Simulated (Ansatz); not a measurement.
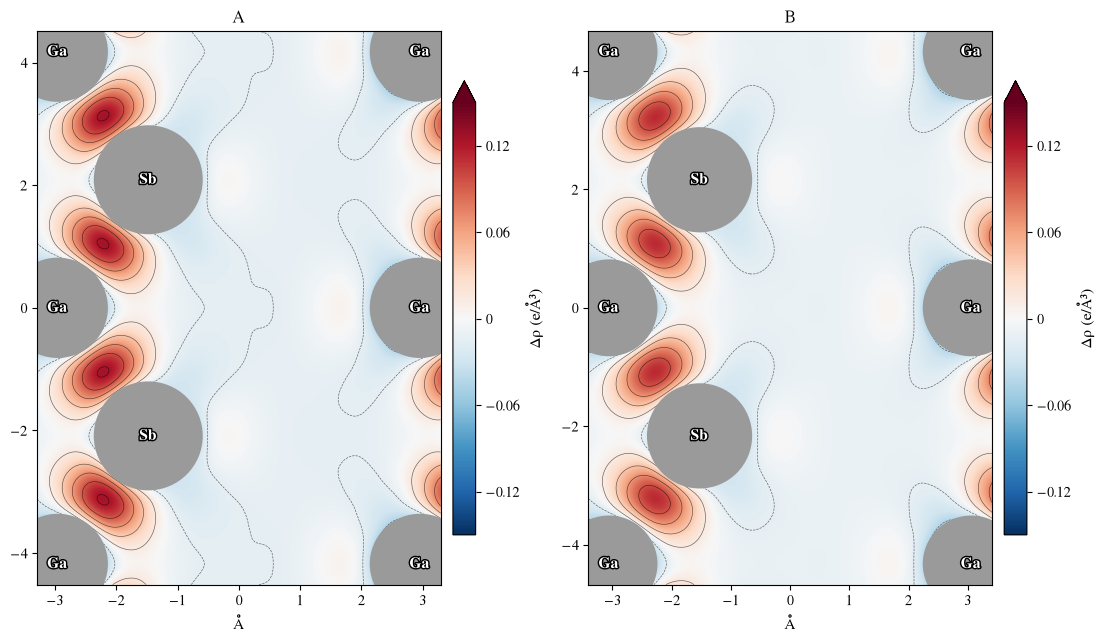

GaSb: deformation density on the (110) plane of the conventional cell at two volumes, with the same fractional coordinates and one colour scale. Grey discs cover the cores. Panel A has 90 % of the volume of panel B.

Space group F-43m. No gap opens at this level; semilocal functionals can close small gaps.

The calculation used DFT PBE, scalar-relativistic, plane waves, PAW in Ansatz 0.2.0.

> What changes between the database cell and the scaled one?

From B to A, Ga–Sb goes from 2.65 to 2.56 Å, and Δρ at its midpoint from +0.11 to +0.13 e/Å³. The pressure is 2.3 GPa in B and 9.8 GPa in A. Bader charges in B: Ga +0.32 and Sb −0.32 e; in A: Ga +0.31 and Sb −0.31 e. The rearranged charge is 0.24 e an atom in B and 0.25 e in A.

Run times: 22 s (base cell) and 22 s (scaled cell), on 2 threads of Arm Neoverse N1 (shared host).
